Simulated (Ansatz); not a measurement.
**ZrN: one change and its effect**

System: ZrN (Fm-3m, 2 atoms in the cell).
Method of run A: DFT, LDA, PAW with Ansatz's default frozen-core files, scalar-relativistic; levels and slopes on a fine mesh, independent-particle optical spectra, no spin polarisation (Ansatz 0.2.0).

The structure derives from an entry of the Crystallography Open Database. Text and figures count atoms from 1; the logs count them from 0 in places.

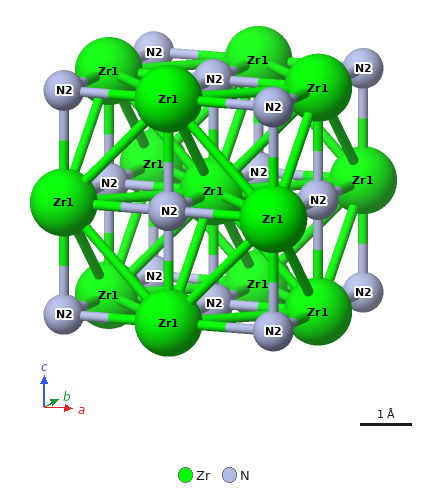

**Figure 1.** The structure (ball-and-stick view of the cell 4 times as large as that of the calculation, set on its symmetry axes, seen slightly off an axis; atoms are numbered from 1 in the order of the input). Near neighbours in the crystal (not all of them lie inside the picture): Zr has 6 N at 2.26 Å and 12 Zr at 3.20 Å; N has 6 Zr at 2.26 Å.

Input file, run A:
```yaml
crystal:
  lattice:
    - [0.0, 2.26207391752, 2.26207391752]
    - [2.26207391752, 0.0, 2.26207391752]
    - [2.26207391752, 2.26207391752, 0.0]
  atoms:
    - { symbol: Zr, position: [0.5, 0.5, 0.5] }
    - { symbol: "N", position: [0.0, 0.0, 0.0] }
kpoints:
  mp_grid: { grid: [12, 12, 12] }
scf:
  occupations: { method: fermi_dirac, width: 0.05 }
hamiltonian:
  xc: lda
  pseudopotentials: { kind: paw }
output:
  forces: true
  stress: true
  eigenvalues: true
  eigenstates:
    nscf_kmesh: { grid: [20, 20, 20] }
    de_dk: true
    e_range: [-14, 14]
  optics:
    e_range: [0, 25]
    de: 0.2
    sigma: 0.2
    bands: { spectra_wanted_up_to: 25 }
    nscf_kmesh: { grid: [20, 20, 20] }
    drude_damping: 0.2
checkpoint:
  write: ck
  write_wavefunctions: false
```

Launched with:
```bash
ansatz run input.yaml --threads 1 --pin off --max-ram 3072MiB --backend cpu --events-out ev --progress --plain --runs-dir out
```

Hardware: 1 thread of Arm Neoverse V1, 24 GiB of memory available, shared host.

Output, shortened to warnings, some set-up lines, iterations and results (run A):
```
Basis set: ecut = 420 eV, 459 PW (Γ)
Symmetry: 48 space group operations
k-points: 72 of 1728
Initial density: superposition of atomic densities (neutral atoms: chi_scale 0, normalization atom), corrected by the library's trained network
[...]
SCF iter   1: F=—  HF=-4455.355488 eV  |F-HF|=—  |Δ(HF+E_count)|=         —  Δρ=8.85e-3  dr2=1.72e-2  ethr=1.77e-3  ⟨swp⟩=5.1  Hψ=4673  notcnv=0
SCF iter   2: F=—  HF=-4455.351895 eV  |F-HF|=—  |Δ(HF+E_count)|=   3.59e-3  Δρ=3.27e-3  dr2=1.92e-3  ethr=1.01e-4  ⟨swp⟩=1.3  Hψ=1541  notcnv=0  defer=7
SCF iter   3: F=—  HF=-4455.351499 eV  |F-HF|=—  |Δ(HF+E_count)|=   3.96e-4  Δρ=5.72e-4  dr2=3.26e-5  ethr=1.13e-5  ⟨swp⟩=2.3  Hψ=1119  notcnv=0  defer=7
SCF iter   4: F=—  HF=-4455.351495 eV  |F-HF|=—  |Δ(HF+E_count)|=   4.47e-6  Δρ=9.52e-5  dr2=1.07e-6  ethr=1.92e-7  ⟨swp⟩=1.7  Hψ=1049  notcnv=0  defer=7
SCF iter   5: F=—  HF=-4455.351495 eV  |F-HF|=—  |Δ(HF+E_count)|=   3.05e-8  Δρ=9.57e-6  dr2=8.99e-9  ethr=6.31e-9  ⟨swp⟩=1.8  Hψ=1073  notcnv=0  defer=7
SCF iter   6: F=—  HF=-4455.351495 eV  |F-HF|=—  |Δ(HF+E_count)|=  3.48e-10  Δρ=4.74e-7  dr2=1.07e-11  ethr=5.29e-11  ⟨swp⟩=2.3  Hψ=1411  notcnv=0  defer=7
SCF iter   7: F=-4455.351495 eV  HF=-4455.351495 eV  |F-HF|=1.82e-12  |Δ(HF+E_count)|=  1.82e-12  Δρ=4.98e-8  dr2=1.09e-13  ethr=1.00e-12  ⟨swp⟩=5.8  Hψ=3621  notcnv=0
SCF 1 converged in 7 iterations: F = -4455.351495 eV  dr2 = 1.09e-13
NSCF: frozen V_eff on 256 k-points
Optics k sum: 0 of 256 k-points
Optics k sum: 13 of 256 k-points
Optics k sum: 26 of 256 k-points
Optics k sum: 39 of 256 k-points
Optics k sum: 52 of 256 k-points
Optics k sum: 64 of 256 k-points
Optics k sum: 77 of 256 k-points
Optics k sum: 90 of 256 k-points
Optics k sum: 103 of 256 k-points
Optics k sum: 116 of 256 k-points
Optics k sum: 128 of 256 k-points
Optics k sum: 141 of 256 k-points
Optics k sum: 154 of 256 k-points
Optics k sum: 167 of 256 k-points
Optics k sum: 180 of 256 k-points
Optics k sum: 192 of 256 k-points
Optics k sum: 205 of 256 k-points
Optics k sum: 218 of 256 k-points
Optics k sum: 231 of 256 k-points
Optics k sum: 244 of 256 k-points
Optics k sum: 256 of 256 k-points
Optics k sum: 0 of 256 k-points
Optics k sum: 13 of 256 k-points
Optics k sum: 26 of 256 k-points
Optics k sum: 39 of 256 k-points
Optics k sum: 52 of 256 k-points
Optics k sum: 64 of 256 k-points
Optics k sum: 77 of 256 k-points
Optics k sum: 90 of 256 k-points
Optics k sum: 103 of 256 k-points
Optics k sum: 116 of 256 k-points
Optics k sum: 128 of 256 k-points
Optics k sum: 141 of 256 k-points
Optics k sum: 154 of 256 k-points
Optics k sum: 167 of 256 k-points
Optics k sum: 180 of 256 k-points
Optics k sum: 192 of 256 k-points
Optics k sum: 205 of 256 k-points
Optics k sum: 218 of 256 k-points
Optics k sum: 231 of 256 k-points
Optics k sum: 244 of 256 k-points
Optics k sum: 256 of 256 k-points
Optics k sum: 0 of 256 k-points
Optics k sum: 13 of 256 k-points
Optics k sum: 26 of 256 k-points
Optics k sum: 39 of 256 k-points
Optics k sum: 52 of 256 k-points
Optics k sum: 64 of 256 k-points
Optics k sum: 77 of 256 k-points
Optics k sum: 90 of 256 k-points
Optics k sum: 103 of 256 k-points
Optics k sum: 116 of 256 k-points
Optics k sum: 128 of 256 k-points
Optics k sum: 141 of 256 k-points
Optics k sum: 154 of 256 k-points
Optics k sum: 167 of 256 k-points
Optics k sum: 180 of 256 k-points
Optics k sum: 192 of 256 k-points
Optics k sum: 205 of 256 k-points
Optics k sum: 218 of 256 k-points
Optics k sum: 231 of 256 k-points
Optics k sum: 244 of 256 k-points
Optics k sum: 256 of 256 k-points
Optics k sum: 0 of 256 k-points
Optics k sum: 13 of 256 k-points
Optics k sum: 26 of 256 k-points
Optics k sum: 39 of 256 k-points
Optics k sum: 52 of 256 k-points
Optics k sum: 64 of 256 k-points
Optics k sum: 77 of 256 k-points
Optics k sum: 90 of 256 k-points
Optics k sum: 103 of 256 k-points
Optics k sum: 116 of 256 k-points
Optics k sum: 128 of 256 k-points
Optics k sum: 141 of 256 k-points
Optics k sum: 154 of 256 k-points
Optics k sum: 167 of 256 k-points
Optics k sum: 180 of 256 k-points
Optics k sum: 192 of 256 k-points
Optics k sum: 205 of 256 k-points
Optics k sum: 218 of 256 k-points
[...]
```

The input of run B differs as follows (lines with − go, lines with + come):
```diff
+  dispersion: d3bjatm
```

What does this change do to the results?

The total energies belong to different models, so their difference says nothing on which is more stable or more accurate. The pressure goes from 0.00 to −5.24 GPa. The dispersion correction adds attraction between all atoms, which pulls the cell inwards and lowers the pressure.

Output, shortened to warnings, some set-up lines, iterations and results (run B):
```
Warning: the engine holds no damping parameters fitted to this dispersion correction and functional, so the run takes those fitted to pbe (hamiltonian.dispersion, under Limitations)
Basis set: ecut = 420 eV, 459 PW (Γ)
Symmetry: 48 space group operations
k-points: 72 of 1728
Initial density: superposition of atomic densities (neutral atoms: chi_scale 0, normalization atom), corrected by the library's trained network
[...]
SCF iter   1: F=—  HF=-4456.158150 eV  |F-HF|=—  |Δ(HF+E_count)|=         —  Δρ=8.85e-3  dr2=1.72e-2  ethr=1.77e-3  ⟨swp⟩=5.1  Hψ=4673  notcnv=0
SCF iter   2: F=—  HF=-4456.154558 eV  |F-HF|=—  |Δ(HF+E_count)|=   3.59e-3  Δρ=3.27e-3  dr2=1.92e-3  ethr=1.01e-4  ⟨swp⟩=1.3  Hψ=1541  notcnv=0  defer=7
SCF iter   3: F=—  HF=-4456.154162 eV  |F-HF|=—  |Δ(HF+E_count)|=   3.96e-4  Δρ=5.72e-4  dr2=3.26e-5  ethr=1.13e-5  ⟨swp⟩=2.3  Hψ=1119  notcnv=0  defer=7
SCF iter   4: F=—  HF=-4456.154157 eV  |F-HF|=—  |Δ(HF+E_count)|=   4.47e-6  Δρ=9.52e-5  dr2=1.07e-6  ethr=1.92e-7  ⟨swp⟩=1.7  Hψ=1049  notcnv=0  defer=7
SCF iter   5: F=—  HF=-4456.154157 eV  |F-HF|=—  |Δ(HF+E_count)|=   3.05e-8  Δρ=9.57e-6  dr2=8.99e-9  ethr=6.31e-9  ⟨swp⟩=1.8  Hψ=1073  notcnv=0  defer=7
SCF iter   6: F=—  HF=-4456.154157 eV  |F-HF|=—  |Δ(HF+E_count)|=  3.48e-10  Δρ=4.74e-7  dr2=1.07e-11  ethr=5.29e-11  ⟨swp⟩=2.3  Hψ=1411  notcnv=0  defer=7
SCF iter   7: F=-4456.154157 eV  HF=-4456.154157 eV  |F-HF|=1.82e-12  |Δ(HF+E_count)|=  1.82e-12  Δρ=4.98e-8  dr2=1.09e-13  ethr=1.00e-12  ⟨swp⟩=5.8  Hψ=3621  notcnv=0
SCF 1 converged in 7 iterations: F = -4456.154157 eV  dr2 = 1.09e-13
NSCF: frozen V_eff on 256 k-points
Optics k sum: 0 of 256 k-points
Optics k sum: 13 of 256 k-points
Optics k sum: 26 of 256 k-points
Optics k sum: 39 of 256 k-points
Optics k sum: 52 of 256 k-points
Optics k sum: 64 of 256 k-points
Optics k sum: 77 of 256 k-points
Optics k sum: 90 of 256 k-points
Optics k sum: 103 of 256 k-points
Optics k sum: 116 of 256 k-points
Optics k sum: 128 of 256 k-points
Optics k sum: 141 of 256 k-points
Optics k sum: 154 of 256 k-points
Optics k sum: 167 of 256 k-points
Optics k sum: 180 of 256 k-points
Optics k sum: 192 of 256 k-points
Optics k sum: 205 of 256 k-points
Optics k sum: 218 of 256 k-points
Optics k sum: 231 of 256 k-points
Optics k sum: 244 of 256 k-points
Optics k sum: 256 of 256 k-points
Optics k sum: 0 of 256 k-points
Optics k sum: 13 of 256 k-points
Optics k sum: 26 of 256 k-points
Optics k sum: 39 of 256 k-points
Optics k sum: 52 of 256 k-points
Optics k sum: 64 of 256 k-points
Optics k sum: 77 of 256 k-points
Optics k sum: 90 of 256 k-points
Optics k sum: 103 of 256 k-points
Optics k sum: 116 of 256 k-points
Optics k sum: 128 of 256 k-points
Optics k sum: 141 of 256 k-points
Optics k sum: 154 of 256 k-points
Optics k sum: 167 of 256 k-points
Optics k sum: 180 of 256 k-points
Optics k sum: 192 of 256 k-points
Optics k sum: 205 of 256 k-points
Optics k sum: 218 of 256 k-points
Optics k sum: 231 of 256 k-points
Optics k sum: 244 of 256 k-points
Optics k sum: 256 of 256 k-points
Optics k sum: 0 of 256 k-points
Optics k sum: 13 of 256 k-points
Optics k sum: 26 of 256 k-points
Optics k sum: 39 of 256 k-points
Optics k sum: 52 of 256 k-points
Optics k sum: 64 of 256 k-points
Optics k sum: 77 of 256 k-points
Optics k sum: 90 of 256 k-points
Optics k sum: 103 of 256 k-points
Optics k sum: 116 of 256 k-points
Optics k sum: 128 of 256 k-points
Optics k sum: 141 of 256 k-points
Optics k sum: 154 of 256 k-points
Optics k sum: 167 of 256 k-points
Optics k sum: 180 of 256 k-points
Optics k sum: 192 of 256 k-points
Optics k sum: 205 of 256 k-points
Optics k sum: 218 of 256 k-points
Optics k sum: 231 of 256 k-points
Optics k sum: 244 of 256 k-points
Optics k sum: 256 of 256 k-points
Optics k sum: 0 of 256 k-points
Optics k sum: 13 of 256 k-points
Optics k sum: 26 of 256 k-points
Optics k sum: 39 of 256 k-points
Optics k sum: 52 of 256 k-points
Optics k sum: 64 of 256 k-points
Optics k sum: 77 of 256 k-points
Optics k sum: 90 of 256 k-points
Optics k sum: 103 of 256 k-points
Optics k sum: 116 of 256 k-points
Optics k sum: 128 of 256 k-points
Optics k sum: 141 of 256 k-points
Optics k sum: 154 of 256 k-points
Optics k sum: 167 of 256 k-points
Optics k sum: 180 of 256 k-points
Optics k sum: 192 of 256 k-points
Optics k sum: 205 of 256 k-points
Optics k sum: 218 of 256 k-points
[...]
```

The two runs side by side:

| quantity | run A | run B |
| --- | --- | --- |
| outcome | converged | converged |
| free energy per atom (eV) | −2227.6757 | −2228.0771 |
| energy per atom, smearing taken to zero (eV) | −2227.6752 | −2228.0765 |
| pressure (GPa) | 0.00 | −5.24 |
| largest force (eV/Å) | 0.000 | 0.000 |
| irreducible k-points | 72 | 72 |
| plane waves at Γ | 459 | 459 |
| wall time (shared host) | 1.9 min | 2 min |

For both runs: The cell holds an odd number of electrons but the run has no spin polarisation, so it comes out as a metal. For run A: Warnings: the optical spectrum is taken on partly filled bands. For run B: Warnings: the optical spectrum is taken on partly filled bands; the dispersion correction has no parameters fitted for this combination and takes those fitted for PBE. The cell is under a tension of 5.2 GPa at this level, so it is not at its equilibrium volume.
